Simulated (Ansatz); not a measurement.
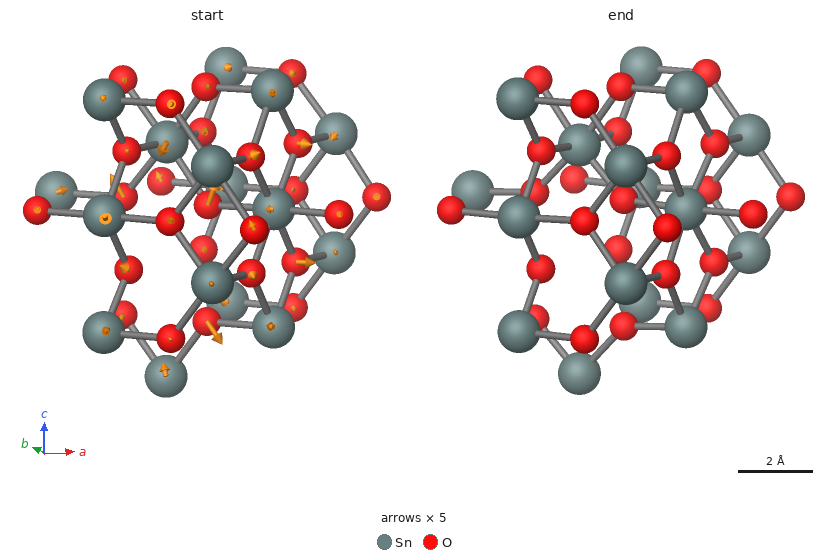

The structure of a defect cell of composition Sn$_{23}$O$_{48}$ (cell charge −4) before (left) and after (right) a relaxation, at one scale. The orange arrows give the displacements, magnified 5 times.

Style: ball-and-stick. Shown: the atoms within 5.0 Å of the atom that moves most (axes of the cell of the calculation (origin shifted)), slightly off an axis.

The atoms of the start lie slightly off their symmetric places, so part of the fall in energy undoes that.

Theory: Ansatz 0.2.0, DFT, PBEsol, PAW, plane waves. (plane-wave cutoff 420 eV; k-point mesh 1 × 1 × 1; mesh shifted by (0.25, 0.25, 0.25); no spin polarisation; atoms relaxed in a fixed cell; force threshold 0.03 eV/Å; at most 80 steps)

### What changed between the two?

The energy falls by 2.986 eV per cell of the calculation in 3 geometry steps. Largest force component: 4.3 eV/Å at the start, 0.0089 eV/Å at the end. An O atom moves most: 0.16 Å along [1 −1 3]. By element the largest moves are O 0.16 Å, Sn 0.11 Å. The cell stays as it was. Near-neighbour distances that change, for instance: O–Sn 2.127 → 1.971 Å, O–Sn 2.087 → 1.940 Å, O–Sn 2.059 → 1.940 Å, O–Sn 2.011 → 2.128 Å. Among the angles between lasting bonds that change: Sn–O–Sn 127.0° → 138.5°, O–Sn–O 78.5° → 89.8°, Sn–O–Sn 128.4° → 138.5°. The run took 5.9 s on 1 × NVIDIA GB300 Max-Q with 8 threads of Arm Neoverse-V2, peak memory 1.8 GiB.

Limits of the set-up: the cell is charged, on a uniform background, and energies carry no finite-size correction.
